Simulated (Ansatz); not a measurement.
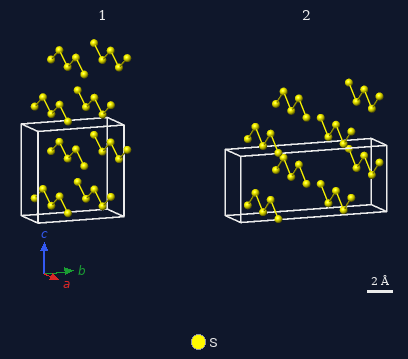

Two geometries of crystalline S (a generated structure, set up in Cmce), drawn at one scale. One is the start of a relaxation, the other its converged end. A ball-and-stick model of the conventional cell (2 times the calculation's cell), repeated 2 × 1 × 2 with one cell outlined, seen slightly off an axis. Lengths and directions refer to the drawn axes.

These are results of DFT r2SCAN, scalar-relativistic, plane waves, PAW in Ansatz 0.2.0, not measurements. (plane-wave cutoff 500 eV; k-point mesh 14 × 14 × 8; occupations gaussian; smearing width 0.1 eV; no spin polarisation; cell and atoms relaxed; force threshold 0.01 eV/Å; at most 60 steps)

Which geometry has the lower energy?

Structure 1 is the relaxed one. Case: P → S on all its sites, cell and atoms relaxed. The largest moves relative to the cell, 0.36 Å, are those of S atoms. The volume changes by −11.3 %, with a 3.290 → 3.573 Å (+8.6 %), b 12.849 → 7.573 Å (−41.1 %), c 5.487 → 7.601 Å (+38.5 %). Some distances before and after: S–S 2.102 → 2.091 Å. Among the angles between lasting bonds that change: S–S–S 103.0° → 117.4°. The space group stays Cmce (No. 64). Over 16 accepted moves (22 points after the start) the energy falls by 47.6 meV per atom. The largest force component goes from 0.28 to 0.0021 eV/Å. The pressure goes from 0.23 to 0.01 GPa. The line search rejected the trial steps at points 1, 10, 15, 16 of the run. At 2 points the geometry stayed and the basis and grid were re-selected for the new cell (energy shift of 2.3 meV per atom at most each time).
